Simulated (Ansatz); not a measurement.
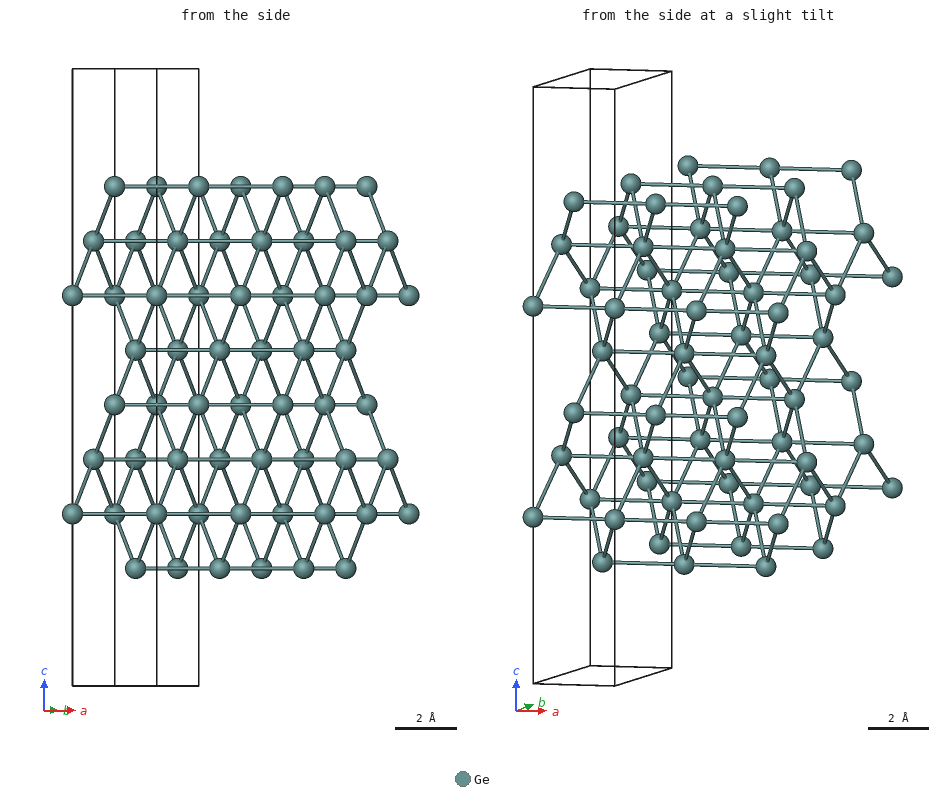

A ball-and-stick picture of a periodic slab, seen from the side and from the side at a slight tilt. The surface normal points up in side views; the box is the simulation cell. 3×2 cells are drawn in the plane, with atoms at the edges repeated.

The cell holds 8 Ge.

> Give the thickness from the bottom atom to the top atom.

About 13 Å from the lowest to the highest atom, with about 8 Å of vacuum to the next image.

> Write the layer sequence, upper face first.

Eight planes: Ge / Ge / Ge / Ge / Ge / Ge / Ge / Ge.

Its origin is a structure listed in the Materials Project. The cell was then strained or its atoms displaced on purpose. It was run through Ansatz as a DFT input.
